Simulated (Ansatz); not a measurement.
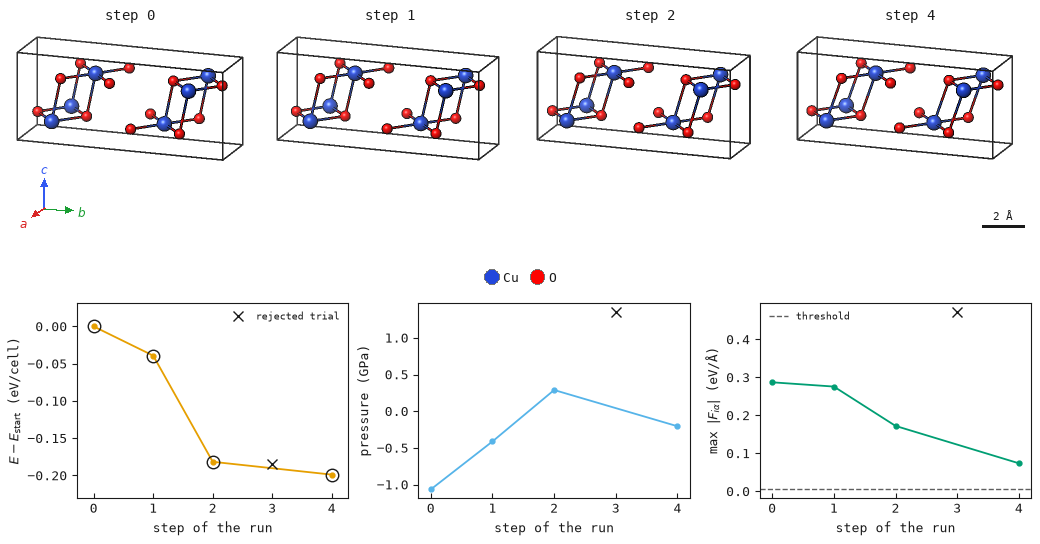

Frames of a relaxation of crystalline CuO2 (set up in Cmcm), marked on the history of the run. The picture is a ball-and-stick view of the conventional cell (2 times the calculation's cell), seen slightly off an axis. Lengths and directions refer to the drawn axes.

The calculation used DFT PBE+U+D3(BJ), scalar-relativistic, plane waves, PAW in Ansatz 0.2.0. Settings: plane-wave cutoff 420 eV; k-point mesh 14 × 14 × 8; occupations gaussian; smearing width 0.1 eV; U Cu 4.0 eV; collinear spin; cell and atoms relaxed; force threshold 0.005 eV/Å; at most 80 steps.

Q: What happens along the run?

A: The run was cut off at its time limit before the relaxation converged, so the last structure is only a point on the way. The energy falls by 0.199 eV per cell of the calculation in 3 accepted moves (4 points after the start). The largest force component goes from 0.29 to 0.074 eV/Å. The pressure goes from −1.07 to −0.20 GPa. The line search rejected the trial step at point 3 of the run. The largest moves relative to the cell, 0.28 Å, are those of O atoms. Largest moves by element: O 0.28 Å, Cu 0.18 Å. The volume changes by −5.6 %, with a 2.825 → 2.800 Å (−0.9 %), b 10.421 → 9.898 Å (−5.0 %), c 4.343 → 4.357 Å (+0.3 %). Some distances before and after: Cu–O 2.219 → 2.307 Å, Cu–O 1.899 → 1.869 Å, Cu–O 1.858 → 1.873 Å. Bond angles that change, for instance: Cu–O–Cu 156.3° → 141.5°, O–Cu–O 156.3° → 141.5°, O–Cu–O 97.7° → 102.6°. The space group stays Cmcm (No. 63). From step 0 to 1: O atoms move most (0.07 Å), volume −2.3 %, energy −39.2 meV per cell of the calculation. From step 1 to 2: O atoms move most (0.18 Å), volume −4.3 %, energy −0.142 eV per cell of the calculation. From step 2 to 4: O atoms move most (0.06 Å), volume +0.9 %, energy −17.2 meV per cell of the calculation.

```
step  E − E(0), meV/atom  largest force component, eV/Å  pressure, GPa  volume, Å³/atom      note
   0                0.00                         0.2871          -1.07           10.657          
   1               -6.53                         0.2758          -0.41           10.414          
   2              -30.27                         0.1722           0.29            9.971          
   3              -30.71                         0.4731           1.36            9.835  rejected
   4              -33.14                         0.0738          -0.20           10.061
```
